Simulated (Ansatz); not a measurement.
```
CELL_PARAMETERS angstrom
2.73176 0.00000 0.00000
-0.91059 2.57552 0.00000
0.00000 0.00000 18.46094
ATOMIC_POSITIONS crystal
W 0.50000 0.50000 0.37918
W 0.00000 0.00000 0.49607
W 0.50000 0.50000 0.61296
```

All numbers below come from Ansatz, DFT PBEsol, scalar-relativistic, plane waves, PAW.

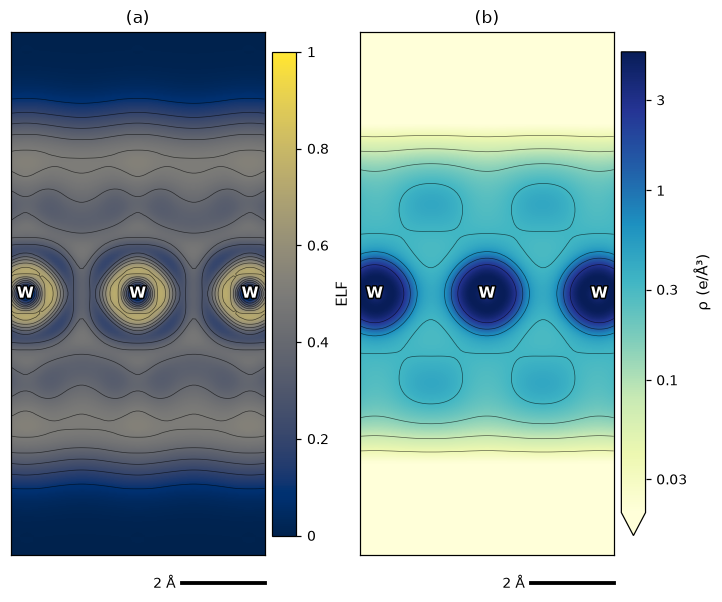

W (slab). (a) ELF; (b) valence pseudo-density on the (010) plane of the calculation cell, a cut from vacuum to vacuum.

Core electrons are frozen (PAW), and the valence fields are smoothed inside the atomic spheres.

Q: Describe what can be read from this map.

A: The plane passes through W nuclei.
W–W (2.73 Å): ρ is about 0.42 e/Å³ halfway; the ELF is about 0.35 at the midpoint.
The density dies away to nearly zero in the vacuum.
The features right at W lie inside the PAW spheres, where the map follows smoothed inner orbitals and isn't to be read closely.
